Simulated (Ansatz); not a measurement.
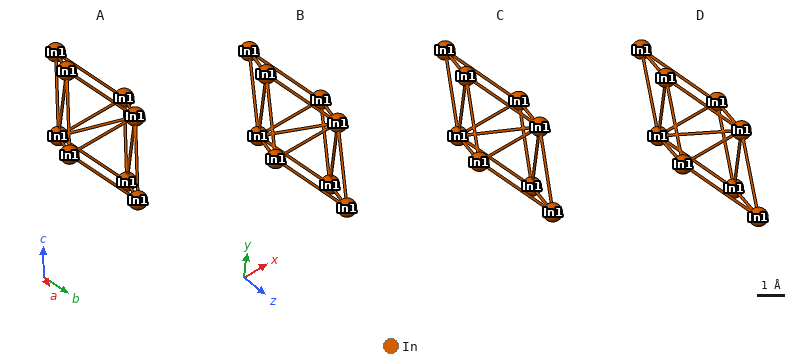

Frames of a one-coordinate scan of a crystal of In (I4/mmm). x, y and z are the Cartesian axes of the input. The picture is a ball-and-stick view of the cell of the calculation, seen slightly off an axis.

All numbers below come from DFT r2SCAN, scalar-relativistic, plane waves, PAW (Ansatz 0.2.0). Set-up: plane-wave cutoff 500 eV; k-point mesh 22 × 22 × 22; occupations gaussian; smearing width 0.15 eV; no spin polarisation. Energies (free energies at the smearing named) are counted from the cell as listed in its source, which wasn't relaxed.

### Which coordinate changes from frame to frame?

The ratio of the cell's length along z to its lengths across, counted as 1 for the reference, is changed at fixed volume (a c/a path), with the atoms kept at their fractional coordinates. In the frames the relative ratio is 0.85 (A), 1.00 (B), 1.10 (C), 1.20 (D). Their energies are 2.6 meV/atom, 0.0 meV/atom, 2.9 meV/atom, 18.5 meV/atom.
